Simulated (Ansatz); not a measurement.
This input was run:

```
crystal:
  lattice:
    - [4.2862138071, 0.0, 0.0]
    - [0.0, 6.0616216972, 0.0]
    - [0.0, 0.0, 25.7155345177]
  atoms:
    - { symbol: Sn, position: [0.5, 0.5, 0.2916525027] }
    - { symbol: Se, position: [0.5, 0.0, 0.2916525027] }
    - { symbol: Sn, position: [0.0, 0.0, 0.3749915016] }
    - { symbol: Se, position: [0.0, 0.5, 0.3749915016] }
    - { symbol: Sn, position: [0.5, 0.5, 0.4583305005] }
    - { symbol: Se, position: [0.5, 0.0, 0.4583305005] }
    - { symbol: Sn, position: [0.0, 0.0, 0.5416694995] }
    - { symbol: Se, position: [0.0, 0.5, 0.5416694995] }
    - { symbol: Sn, position: [0.5, 0.5, 0.6250084984] }
    - { symbol: Se, position: [0.5, 0.0, 0.6250084984] }
    - { symbol: Sn, position: [0.0, 0.0, 0.7083474973] }
    - { symbol: Se, position: [0.0, 0.5, 0.7083474973] }
basis:
  ecutwfc: 420
kpoints:
  mp_grid: { grid: [8, 6, 1] }
hamiltonian:
  xc: pbe
scf:
  occupations: { method: gaussian, width: 0.05 }
output:
  forces: true
  eigenvalues: true
relax:
  adjacent_minimum: "off"
  f_tol: 0.02
  max_steps: 60
efield:
  axis: 3
  dipole_correction: true
  ramp_width: 0.04
```

Command:
```bash
ansatz run input.yaml --threads 1 --pin off --max-ram 2560MiB --backend cpu --events-out ev --progress --plain --runs-dir out
```

What does the potential across the slab give for the band edges against vacuum?

From the vacuum level at the right face the ionisation potential is 4.56 eV and the electron affinity 3.93 eV; the left face gives the same. The slab's gap, their difference before rounding, is 0.63 eV. The two vacuum levels agree, so the slab has no net dipole along its normal. The outermost atoms are 10.8 Å apart, which leaves 14.9 Å of vacuum in a cell 25.7 Å high.

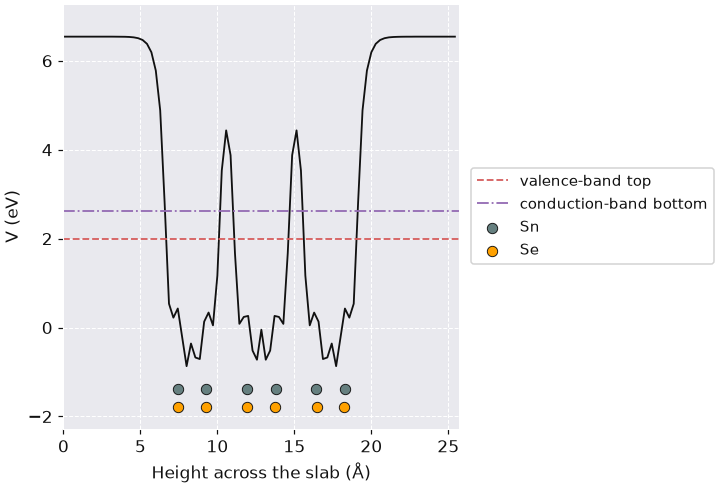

Plane-averaged electrostatic potential energy of an electron across the slab; circles at the bottom mark the heights of the atoms (positions after relaxation).
